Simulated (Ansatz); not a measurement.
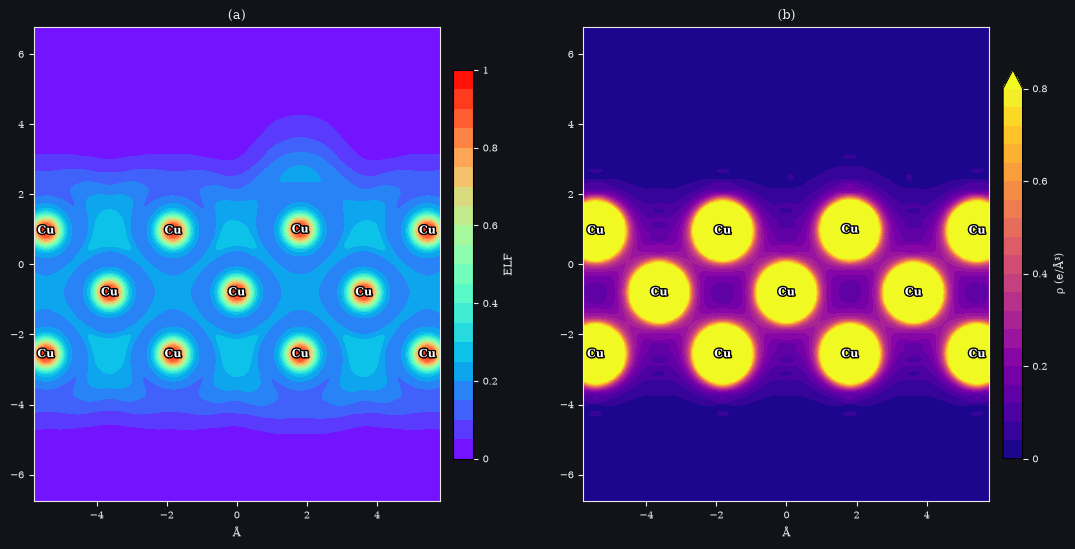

The picture shows: Cu (slab). (a) electron localisation function; (b) valence electron density on the (110) plane of the calculation cell, a cut from vacuum to vacuum.

Computed without spin polarisation.

All numbers below come from DFT PBE, scalar-relativistic, plane waves, PAW in Ansatz.

```cif
data_structure
_symmetry_space_group_name_H-M 'P 1'
_symmetry_Int_Tables_number 1
_cell_length_a 7.6999
_cell_length_b 7.6999
_cell_length_c 17.4446
_cell_angle_alpha 90.000
_cell_angle_beta 90.000
_cell_angle_gamma 90.000
_cell_volume 1034.25
loop_
_atom_site_label
_atom_site_type_symbol
_atom_site_fract_x
_atom_site_fract_y
_atom_site_fract_z
_atom_site_occupancy
Cu1 Cu 0.00000 0.00000 0.08599 1
Cu2 Cu 0.16667 0.16667 0.18636 1
Cu3 Cu 0.00000 0.33333 0.08599 1
Cu4 Cu 0.16667 0.49936 0.18689 1
Cu5 Cu 0.00000 0.66667 0.08599 1
Cu6 Cu 0.16667 0.83398 0.18689 1
Cu7 Cu 0.33333 0.00000 0.08599 1
Cu8 Cu 0.49936 0.16667 0.18689 1
Cu9 Cu 0.33333 0.33333 0.08599 1
Cu10 Cu 0.49945 0.49945 0.18699 1
Cu11 Cu 0.33333 0.66667 0.08599 1
Cu12 Cu 0.49945 0.83388 0.18699 1
Cu13 Cu 0.66667 0.00000 0.08599 1
Cu14 Cu 0.83398 0.16667 0.18689 1
Cu15 Cu 0.66667 0.33333 0.08599 1
Cu16 Cu 0.83388 0.49945 0.18699 1
Cu17 Cu 0.66667 0.66667 0.08599 1
Cu18 Cu 0.83388 0.83388 0.18699 1
Cu19 Cu 0.99726 0.99726 0.28979 1
Cu20 Cu 0.99726 0.33608 0.28979 1
Cu21 Cu 0.99984 0.66667 0.28798 1
Cu22 Cu 0.33608 0.99726 0.28979 1
Cu23 Cu 0.33608 0.33608 0.28979 1
Cu24 Cu 0.33349 0.66667 0.28798 1
Cu25 Cu 0.66667 0.99984 0.28798 1
Cu26 Cu 0.66667 0.33349 0.28798 1
Cu27 Cu 0.66667 0.66667 0.28826 1
Cu28 Cu 0.16667 0.16667 0.37986 1
```

Question: What do the fields say about this system?

Answer: The plane passes through Cu nuclei. Cu–Cu (2.53 Å): the density is about 0.28 e/Å³ at the midpoint; the ELF is about 0.20 at the midpoint (no localised pair shows between them). Cu–Cu (2.53 Å): ρ at the midpoint is about 0.28 e/Å³; the ELF is about 0.20 at the midpoint: no localised pair shows between them. The density dies away to nearly zero in the vacuum. The features right at Cu lie inside the PAW spheres, where the map follows smoothed inner orbitals and isn't to be read closely.

Question: Does the calculation give a band gap?

Answer: It is gapless in this calculation (a metal or semimetal).
